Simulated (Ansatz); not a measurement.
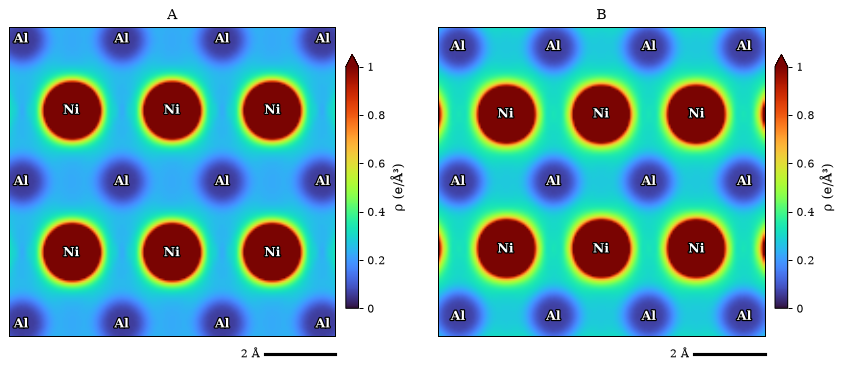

AlNi. The valence charge density (pseudo) of two cells that differ in size, on the (011̄) plane of each (indices in the axes of the calculation cell), at one length scale and on one colour scale: A has 11.7 Å³ an atom and B 10.0.

These are results of DFT r2SCAN, scalar-relativistic, plane waves, PAW (Ansatz), not measurements.

The density is the valence pseudo-density of a PAW calculation; it isn't the true density close to the nuclei.

### What changes from the larger cell to the smaller?

From the larger cell to the smaller, Al–Ni goes from 2.48 to 2.35 Å, and the density at its midpoint from 0.3 to 0.38 e/Å³; the pressure goes from 0.0 to 40 GPa.
